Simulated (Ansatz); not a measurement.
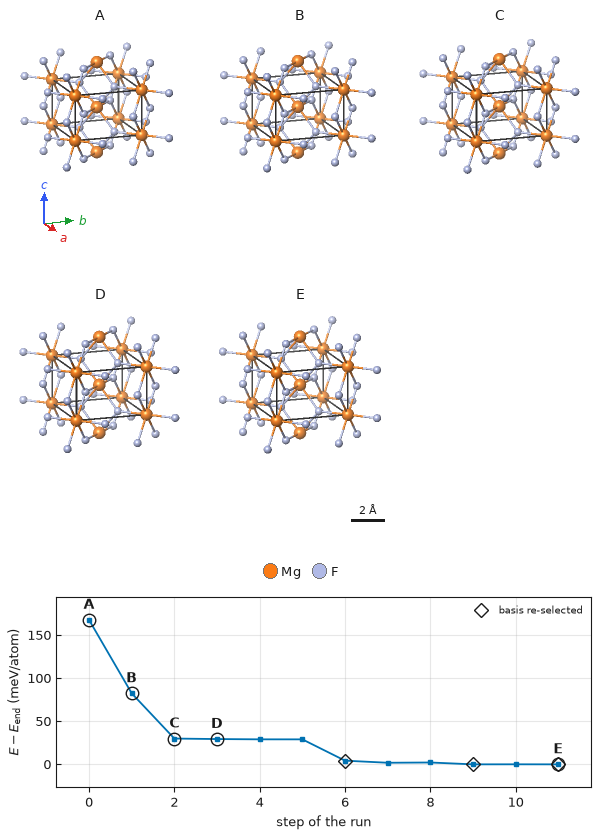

Frames of a relaxation of crystalline MgF$_{2}$ (built on the rutile type), marked on the history of the run. The picture is a ball-and-stick view of the cell of the calculation, seen slightly off an axis.

Theory: Ansatz 0.2.0, DFT, PBEsol, plane waves, PAW. Set-up: plane-wave cutoff 420 eV; k-point mesh 6 × 6 × 8; occupations fermi dirac; smearing width 0.03 eV; no spin polarisation; cell and atoms relaxed; force threshold 0.01 eV/Å; at most 120 steps.

Question: What happens along the run?

Answer: After 8 accepted moves (11 points after the start) the energy has fallen by 168 meV per atom. Largest force component: 0.45 eV/Å at the start, under 0.0001 eV/Å at the end. Pressure: 31.66 GPa at the start and 0.01 GPa at the end. The SCF was repeated 3 times at an unchanged geometry on a basis and grid sized afresh for the cell, which shifted the energy by 24.7 meV per atom at most. The largest moves relative to the cell, 0.011 Å, are those of F atoms. Mg stays in place. The volume changes by +22.4 %, with a = b 4.337 → 4.639 Å (+7.0 %), c 2.863 → 3.062 Å (+7.0 %). Among the contacts that change: F–Mg 1.865 → 2.002 Å. The space group stays P4_2/mnm (No. 136). Cost: 23 s on 2 threads of AMD EPYC 7R13 Processor (Zen 3), on a shared host, peak memory 0.58 GiB. From step 0 to 1: volume +6.3 %, energy −85.2 meV per atom. From step 1 to 2: volume +9.5 %, energy −52.5 meV per atom. From step 2 to 3: volume +1.7 %, energy −0.6 meV per atom. From step 3 to 11: volume +3.4 %, energy −29.4 meV per atom.

```
step  E − E(0), meV/atom  largest force component, eV/Å  pressure, GPa  volume, Å³/atom                      note
   0                0.00                         0.4467          31.66            8.975                          
   1              -85.23                         0.2643          18.39            9.544                          
   2             -137.73                         0.0485           2.37           10.449                          
   3             -138.31                         0.0247          -0.31           10.623                          
   4             -138.64                         0.0262          -0.02           10.600                          
   5             -138.67                         0.0007          -0.01           10.603                          
   6             -163.39                         0.0042           3.74           10.603  same geometry, new basis
   7             -165.81                         0.0005           0.75           10.893                          
   8             -165.51                         0.0006           0.01           10.971                          
   9             -167.67                         0.0006           0.11           10.971  same geometry, new basis
  10             -167.62                         0.0000           0.00           10.983                          
  11             -167.67                         0.0000           0.01           10.983  same geometry, new basis
```
